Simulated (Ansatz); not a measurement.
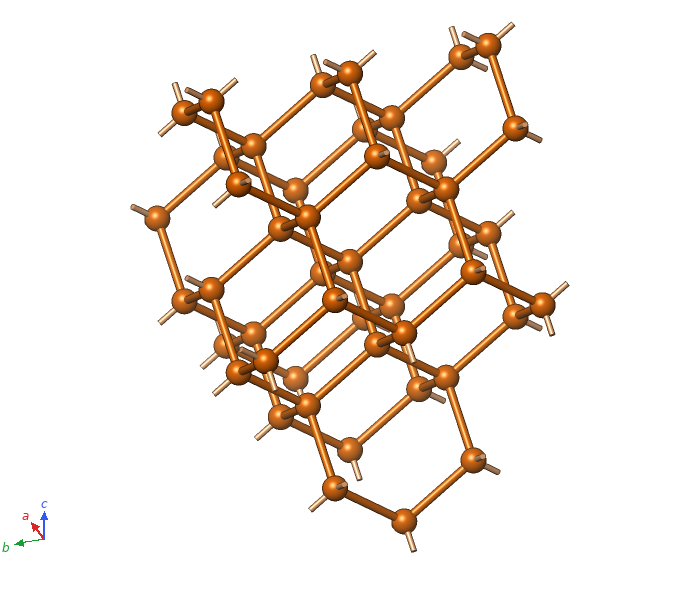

The picture shows a finite piece of the underlying net of a crystal structure, nodes on the atoms' positions. Nodes are coloured by topological kind. Short stubs are edges that leave the cut-out.

Classify the net: periodicity, connectivity, name.

Answer. A uninodal 4-connected, three-periodic net. It is the dia net, known from diamond, zinc blende and cristobalite.

Give point symbol and coordination sequence.

Answer. 6^6, sequence 4, 12, 24, 42, 64, 92.

The net was derived as follows. System SiO2 (space group I-42d, No. 122); source of the atomic positions: coordinates from a relaxation with DFT, LDA, plane waves, PAW in Ansatz. Bonds are taken as O–Si below 1.8 Å; no other contact counts. Simplification: prune 0- and 1-connected atoms, fold 2-connected ones into links. Si is a 4-connected node. O becomes part of the edges.
